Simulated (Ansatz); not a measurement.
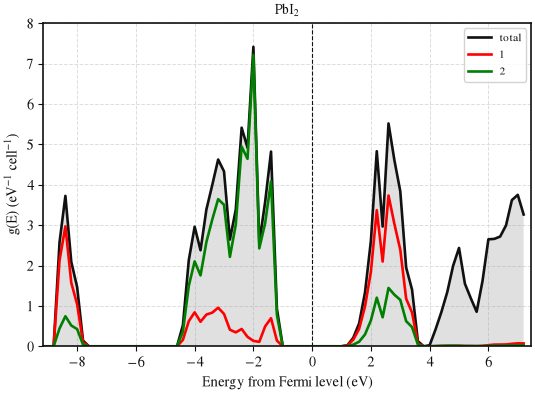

Density of states. Energies are counted from the Fermi level. The partial curves are projected on atomic shells; they sum to less than the total at higher energies, where shells without a projector contribute.

System: PbI$_{2}$, space group P-3m1, 3 atoms in the cell; a = 4.56 Å, b = 4.56 Å, c = 6.98 Å, α = 90.00°, β = 90.00°, γ = 120.00°.

Computed with Ansatz 0.2.0: DFT, PBE, all-electron LAPW, scalar-relativistic, no spin polarisation, 8×8×5 k mesh, Fermi-Dirac smearing of 0.02 eV.

Question: Assign each number in the legend. The candidates: I, Pb.

Answer: 1 is Pb; 2 is I.

Question: Is there a gap at the Fermi level, and how wide?

Answer: There is a gap; over the k points computed it is 2.22 eV.

Spin-orbit coupling is left out, which matters for Pb and I.
